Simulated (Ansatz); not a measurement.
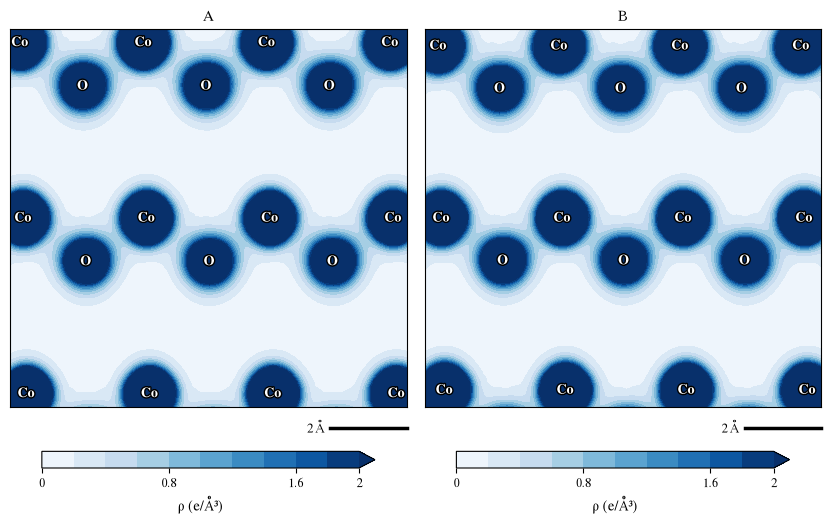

CoO. The valence charge density (pseudo) of two cells that differ in size, on the (11̄0) plane of each (indices in the axes of the calculation cell), at one length scale and on one colour scale: A has 12.1 Å³ an atom and B 11.4.

These are results of Kohn-Sham DFT of a periodic cell, PBE, Ansatz PAW in Ansatz 0.2.0, not measurements.

The density is the valence pseudo-density of a PAW calculation; it isn't the true density close to the nuclei.

**What does the compression do to the bonding and the properties?**

From the larger cell to the smaller, Co–O goes from 1.95 to 1.91 Å, and the density at its midpoint from 0.67 to 0.73 e/Å³; the pressure goes from −7 to −0.1 GPa; the largest moment (Co) goes from 2.3 to 2.2 μB.
